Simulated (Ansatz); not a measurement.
## Geometry relaxation, with input and output: C (part 4 of 4)

The same run, continued: C (slab, 25 atoms in the cell); DFT PBE+D3(BJ), scalar-relativistic, plane waves, PAW, spin-polarised (Ansatz 0.2.0); cutoff 420 eV, 6×6×1 k-mesh, Gaussian smearing of 0.05 eV, collinear spins. The structure derives from an entry of the Crystallography Open Database. The input holds or restrains some coordinates. Forces given for the steps count only the free coordinates. It belongs to a series of runs on one base structure; here: C put at a hollow C-C site.

Trajectory as extended XYZ, continued:
```
25
Lattice="4.9301 0.0000 0.0000 -2.4650 4.2696 0.0000 0.0000 0.0000 25.6987" Properties=species:S:1:pos:R:3:forces:R:3 step=5 energy=-6268.52042
C     2.4651    2.8464    8.5000    0.0000   0.0000  -0.0137
C     3.6976    0.7116    8.5000   -0.0005  -0.0003  -0.0150
C     0.0000    2.8464    8.5000    0.0000   0.0006  -0.0150
C     1.2325    0.7116    8.5000    0.0005  -0.0003  -0.0150
C     2.4651    1.4232    8.5016    0.0000  -0.0005  -0.0366
C     1.2325    3.5580    8.5016   -0.0004   0.0003  -0.0366
C     0.0000    1.4232    8.5016    0.0000   0.0000  -0.0384
C    -1.2325    3.5580    8.5016    0.0004   0.0003  -0.0366
C    -1.2326    3.5580   11.7487    0.0100   0.0058  -0.0221
C     0.0000    1.4232   11.7355    0.0000   0.0000   0.1026
C     1.2326    3.5580   11.7487   -0.0100   0.0058  -0.0221
C     2.4651    1.4232   11.7487    0.0000  -0.0116  -0.0221
C    -1.2326    2.1348   11.7430    0.0098  -0.0057   0.0747
C     0.0000   -0.0001   11.7430    0.0000   0.0113   0.0747
C     1.2326    2.1348   11.7430   -0.0098  -0.0057   0.0747
C     2.4651    0.0000   11.7503    0.0000   0.0000   0.0124
C     2.4651    0.0000   15.3574    0.0000   0.0000  -1.1358
C     1.2274    2.1318   15.1797    1.0579   0.6108  -0.0509
C     0.0000    0.0059   15.1797    0.0000  -1.2215  -0.0509
C    -1.2274    2.1318   15.1797   -1.0579   0.6108  -0.0509
C     0.0000    2.8406   15.1796    0.0000   1.2359  -0.0157
C     1.2275    0.7145   15.1796    1.0703  -0.6179  -0.0157
C     2.4651    2.8464   15.3534    0.0000   0.0000  -1.1123
C     3.7026    0.7145   15.1796   -1.0703  -0.6179  -0.0157
C     0.0000    1.4232   16.5193    0.0000   0.0000   2.3813
25
Lattice="4.9301 0.0000 0.0000 -2.4650 4.2696 0.0000 0.0000 0.0000 25.6987" Properties=species:S:1:pos:R:3:forces:R:3 step=9 energy=-6269.07233
C     2.4651    2.8464    8.5000    0.0000   0.0000   0.0100
C     3.6976    0.7116    8.5000   -0.0001   0.0000   0.0109
C     0.0000    2.8464    8.5000    0.0000   0.0001   0.0109
C     1.2325    0.7116    8.5000    0.0001   0.0000   0.0109
C     2.4651    1.4232    8.5016    0.0000   0.0001  -0.0176
C     1.2325    3.5580    8.5016    0.0001   0.0000  -0.0176
C     0.0000    1.4232    8.5016    0.0000   0.0000  -0.0165
C    -1.2325    3.5580    8.5016   -0.0001   0.0000  -0.0176
C    -1.2323    3.5581   11.8468   -0.0025  -0.0015   0.0212
C     0.0000    1.4232   11.8547    0.0000   0.0000  -0.0668
C     1.2323    3.5581   11.8468    0.0025  -0.0015   0.0212
C     2.4651    1.4230   11.8468    0.0000   0.0029   0.0212
C    -1.2325    2.1348   11.8515   -0.0029   0.0017  -0.0069
C     0.0000    0.0000   11.8515    0.0000  -0.0033  -0.0069
C     1.2325    2.1348   11.8515    0.0029   0.0017  -0.0069
C     2.4651    0.0000   11.8437    0.0000   0.0000   0.0262
C     2.4651    0.0000   15.2527    0.0000   0.0000  -0.1994
C     1.2372    2.1375   15.2276   -0.0102  -0.0059   0.0347
C     0.0000   -0.0054   15.2276    0.0000   0.0118   0.0347
C    -1.2372    2.1375   15.2276    0.0102  -0.0059   0.0347
C     0.0000    2.8518   15.2302    0.0000  -0.0112   0.0383
C     1.2372    0.7089   15.2302   -0.0097   0.0056   0.0383
C     2.4651    2.8464   15.2459    0.0000   0.0000  -0.1803
C     3.6929    0.7089   15.2302    0.0097   0.0056   0.0383
C     0.0000    1.4232   16.8578    0.0000   0.0000   0.1837
25
Lattice="4.9301 0.0000 0.0000 -2.4650 4.2696 0.0000 0.0000 0.0000 25.6987" Properties=species:S:1:pos:R:3:forces:R:3 step=13 energy=-6269.07816
C     2.4651    2.8464    8.5000    0.0000   0.0000   0.0169
C     3.6976    0.7116    8.5000   -0.0002  -0.0001   0.0175
C     0.0000    2.8464    8.5000    0.0000   0.0003   0.0175
C     1.2325    0.7116    8.5000    0.0002  -0.0001   0.0175
C     2.4651    1.4232    8.5016    0.0000   0.0000  -0.0125
C     1.2325    3.5580    8.5016    0.0000   0.0000  -0.0125
C     0.0000    1.4232    8.5016    0.0000   0.0000  -0.0121
C    -1.2325    3.5580    8.5016    0.0000   0.0000  -0.0125
C    -1.2323    3.5581   11.8837   -0.0013  -0.0008  -0.0035
C     0.0000    1.4232   11.8849    0.0000   0.0000  -0.0150
C     1.2323    3.5581   11.8837    0.0013  -0.0008  -0.0035
C     2.4651    1.4230   11.8837    0.0000   0.0015  -0.0035
C    -1.2325    2.1348   11.8856   -0.0024   0.0014  -0.0046
C     0.0000    0.0000   11.8856    0.0000  -0.0027  -0.0046
C     1.2325    2.1348   11.8856    0.0024   0.0014  -0.0046
C     2.4651    0.0000   11.8827    0.0000   0.0000  -0.0157
C     2.4651    0.0000   15.2659    0.0000   0.0000  -0.0224
C     1.2368    2.1373   15.2610   -0.0149  -0.0086   0.0074
C     0.0000   -0.0050   15.2610    0.0000   0.0172   0.0074
C    -1.2368    2.1373   15.2610    0.0149  -0.0086   0.0074
C     0.0000    2.8514   15.2630    0.0000  -0.0144   0.0100
C     1.2368    0.7091   15.2630   -0.0125   0.0072   0.0100
C     2.4651    2.8464   15.2613    0.0000   0.0000  -0.0219
C     3.6933    0.7091   15.2630    0.0125   0.0072   0.0100
C     0.0000    1.4232   16.9052    0.0000   0.0000   0.0272
```

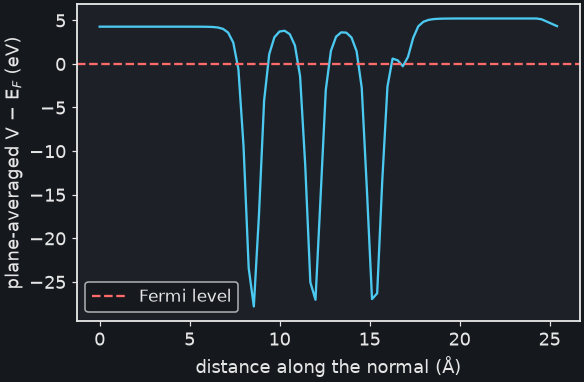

Fig. 1: Plane average of the electrostatic potential energy of an electron across the cell, from the Fermi level. The vacuum level lies 5.21 eV above the Fermi level on the upper side and 4.27 eV on the lower.

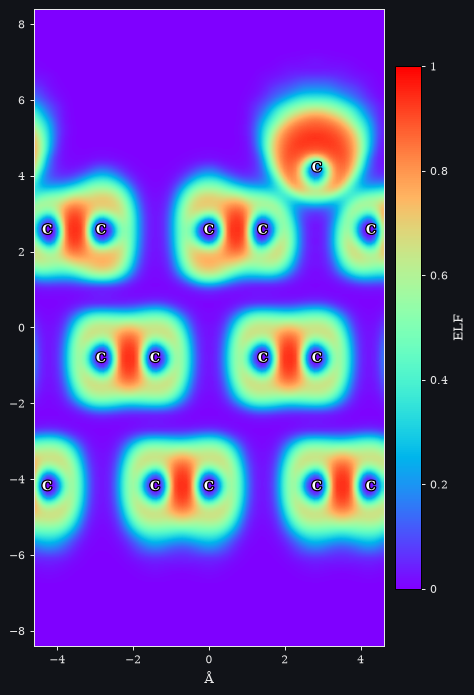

Fig. 2: Electron localisation function on the (110) plane of the calculation cell, a cut from vacuum to vacuum. In a PAW calculation such maps are meaningful between the atoms, not at the nuclei.

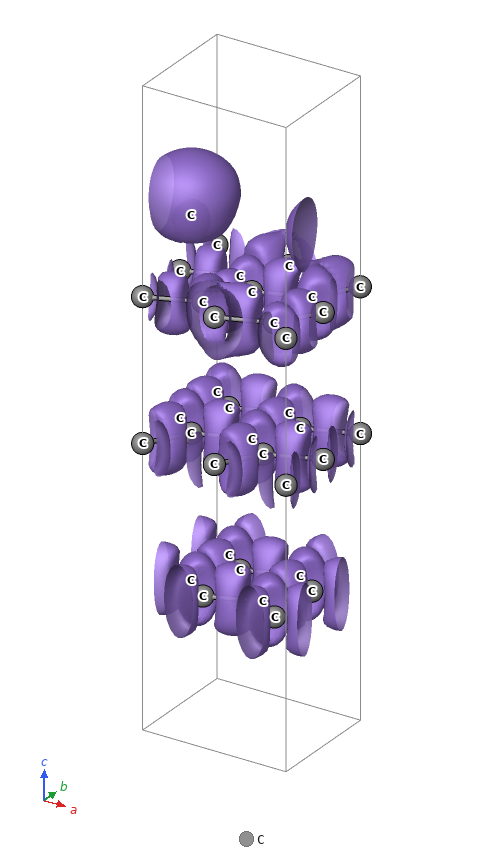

Fig. 3: Isosurface of the ELF at 0.7 (purple), seen slightly off an axis. Core shells and regions of very low density are left out. Sticks mark near contacts. Profiles from the grid: C–C (1.42 Å): the ELF peaks at about 0.95 between the atoms, which marks a shared electron pair.

Results in brief:

```csv
quantity,value
outcome,converged under the restraints of the input
electrons treated,100
free energy,−6269.0782 eV
"work function, top face",5.21 eV
"work function, bottom face",4.27 eV
Fermi energy,0.111 eV
gap on the k-point mesh,none (metallic)
net moment of the cell,0.00 μB
integrated absolute moment,0.00 μB
final volume,540.95 Å³
work function (upper face),5.21 eV
"largest force (length of the vector) at the end, held atoms and coordinates included",0.027 eV/Å
hardware,"4 threads of Arm Neoverse V2, 24 GiB of memory available, shared host"
wall time,6.6 min (CPU time 26 min)
peak memory,1.4 GiB
```

The electronic state found may not be the lowest one. Notes on the run: some starting moments were not kept; the exchange-correlation potential is rough where the density is thin.
